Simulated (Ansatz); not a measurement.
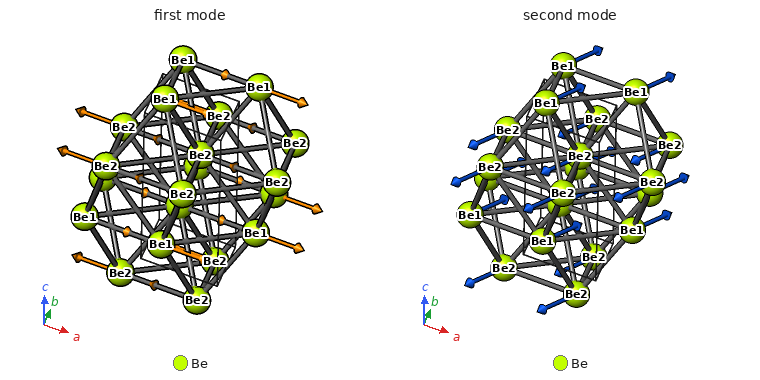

The system is Be (P6_3/mmc, No. 194; 2 atoms in the cell); the picture shows the reference structure; its two panels give the patterns of the first and the second mode as arrows. 
- The energy is mapped over two normal modes frozen in (zone-centre modes of the 2-atom cell of this scan).
- Coordinates scanned: (1) amplitude of mode 4 (501 cm⁻¹), largest displacement; (2) amplitude of mode 5 (501 cm⁻¹), largest displacement.
- Nothing is relaxed (the cell and all other modes fixed).
- The scan uses a 7 × 7 grid; 28 points were computed and 21 follow by symmetry.
- Points are written as (first, second).
- All energies are given in meV per cell relative to the lowest grid point.
- All numbers below come from DFT LDA+D3(BJ), scalar-relativistic, plane waves, PAW in Ansatz 0.2.0. Settings: cutoff 520 eV, k-mesh 24×24×14 in the order of the run's cell vectors, gaussian smearing 0.15 eV, no spin polarisation.

Its coordinates:

```
CELL_PARAMETERS angstrom
2.17757 0.00000 0.00000
-1.08878 1.88583 0.00000
0.00000 0.00000 3.44867
ATOMIC_POSITIONS crystal
Be 0.33333 0.66667 0.25000
Be 0.66667 0.33333 0.75000
```

Range: amplitude of mode 4 (501 cm⁻¹), largest displacement from −0.134 to 0.134 Å; amplitude of mode 5 (501 cm⁻¹), largest displacement from −0.134 to 0.134 Å.

What will the energy surface look like?

Answer. The lowest grid point is at (0.000 Å, 0.000 Å). It is the only kind of minimum in the scanned range. The highest grid point, (−0.134 Å, −0.134 Å), lies 338 meV above the lowest.

```
second ↓, first →  −0.134  −0.089  −0.045  0.000  0.045  0.089  0.134
            0.134     223     198     181    176    181    198    223
            0.089     157     112      84     75     84    112    157
            0.045     133      70      31     18     31     70    133
            0.000     146      66      17      0     17     66    146
           −0.045     190      95      36     15     36     95    190
           −0.089     258     148      80     57     80    148    258
           −0.134     338     217     142    116    142    217    338
```

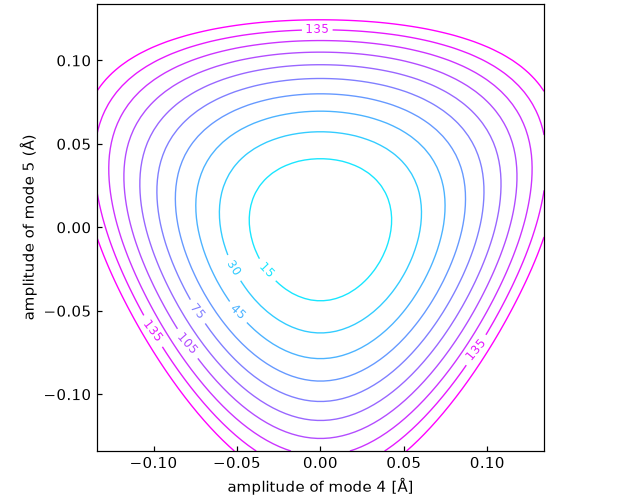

The picture shows contour lines labelled in meV (none above 150). Between grid points the surface is interpolated.

Each point was launched as `ansatz run input.yaml --threads 1 --pin off --max-ram 2048MiB --backend cpu --events-out ev --progress --plain --runs-dir out`. Time for the 28 points that were run: 12 min on 1 thread of Arm Neoverse N1 (shared host).
